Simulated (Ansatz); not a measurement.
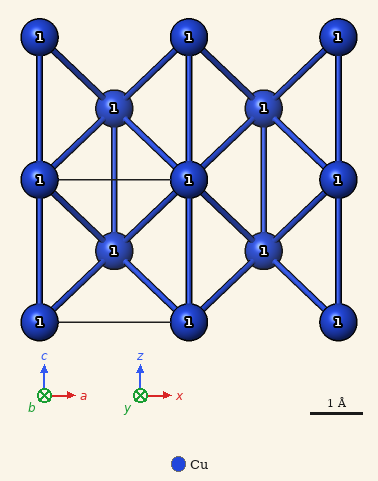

A scan of crystalline Cu (I4/mmm): the ratio of the cell's length along z to its lengths across, counted as 1 for the reference, is changed at fixed volume (a c/a path), with the atoms kept at their fractional coordinates. x, y and z are the Cartesian axes of the input. The picture shows the reference cell. Style: ball-and-stick. Shown: the conventional cell (2 times the calculation's cell), repeated 2 × 2 × 2 with one cell outlined, along the b axis. Lengths and directions refer to the drawn axes.

Method: DFT PBEsol, scalar-relativistic, plane waves, PAW (Ansatz). Set-up: plane-wave cutoff 420 eV; k-point mesh 26 × 26 × 26; occupations gaussian; smearing width 0.15 eV; no spin polarisation. Energies (free energies at the smearing named) are counted from the cell as listed in its source, which wasn't relaxed.

```
Cu
1.0
    -1.44279    1.44279    1.37608
     1.44279   -1.44279    1.37608
     1.44279    1.44279   -1.37608
Cu
1
Direct
  0.00000 0.00000 0.00000
```

**Give the energy at each point (the relative ratio: 0.80, 0.85, 0.92, 0.96, 1.00, 1.05, 1.10, 1.20, 1.30).**

```tsv
axial ratio over its reference value	energy change (meV/atom)
0.80	68.7
0.85	25.6
0.92	3.1
0.96	0.2
1.00	0.0
1.05	0.2
1.10	−0.7
1.20	−8.7
1.30	−22.2
```

The lowest computed point lies at the relative ratio 1.30 (−22.2 meV/atom). The energy is still falling at the end of the range, so the minimum along this coordinate lies there or beyond. At the ends of the scan the energy is 68.7 meV/atom (0.80) and −22.2 meV/atom (1.30). The unrelaxed reference is under a pressure of −1.4 GPa. The distortion keeps the space group I4/mmm. At the relative ratio 1.30 the cell of the drawing goes a 2.886 → 2.644 Å, b 2.886 → 2.644 Å, c 2.752 → 3.278 Å.

The computed profile:

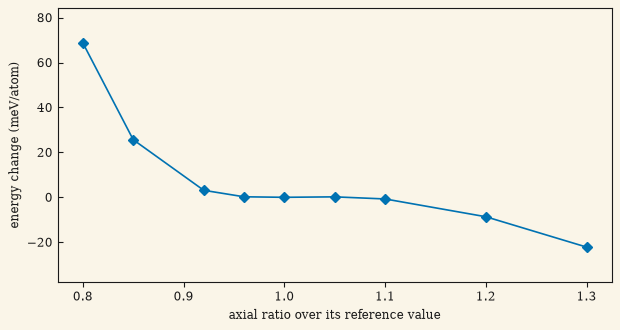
